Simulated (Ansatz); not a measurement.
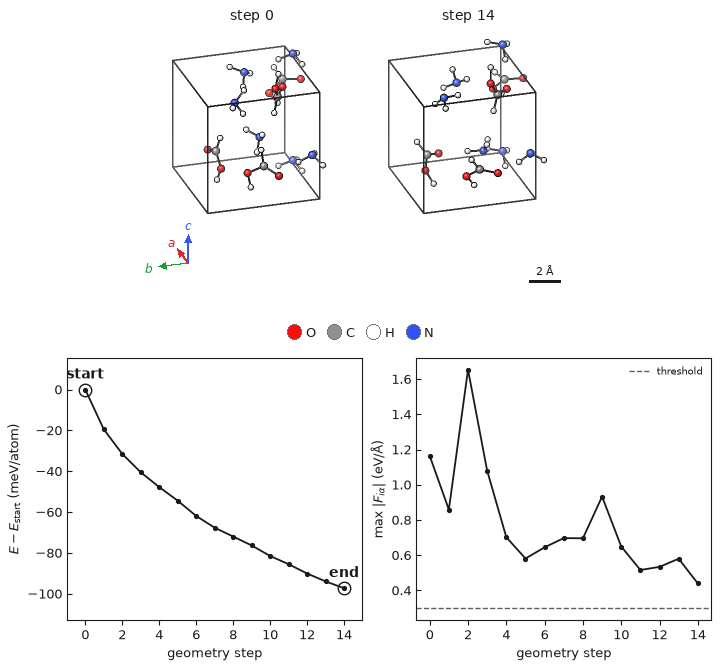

First and last geometry of a relaxation of an amorphous cell of composition H23C4N5O8, with the history of the run. A ball-and-stick model of the cell of the calculation (origin shifted), seen from a free direction.

The cell holds 4 HCOOH + 5 NH3. The run prepares the start of a later molecular dynamics calculation, from a guessed geometry.

All numbers below come from Ansatz, DFT PBE-D3(BJ), scalar-relativistic, plane waves, PAW. Set-up: plane-wave cutoff 420 eV; k-point mesh 1 × 1 × 1; occupations fermi dirac; smearing width 0.05 eV; no spin polarisation; atoms relaxed in a fixed cell; force threshold 0.3 eV/Å; at most 15 steps.

Read the history and describe the run.

The relaxation stopped without meeting its thresholds, so the last structure isn't shown to be converged. It used up its limit of 15 steps. The energy falls by 97.3 meV per atom in 14 geometry steps. Largest force component: 1.2 eV/Å at the start, 0.44 eV/Å at the end. The atom that moves furthest is an H atom (2.18 Å roughly along [1 −3 −2]). By element the largest moves are H 2.18 Å, N 1.29 Å, O 1.04 Å, C 0.62 Å. The cell doesn't change. Near-neighbour distances that change, for instance: H–O 0.980 → 1.066 Å, C–O 1.350 → 1.315 Å, C–O 1.212 → 1.233 Å, H–N 1.017 → 1.036 Å. Bond angles that change, for instance: C–O–H 106.0° → 118.9°, C–O–H 106.0° → 113.7°, O–C–H 125.5° → 122.2°.

Limits of the set-up: the program's low-accuracy preset was used; the periodic images lie only 7.6 Å apart, so the values are limited by the cell's size.
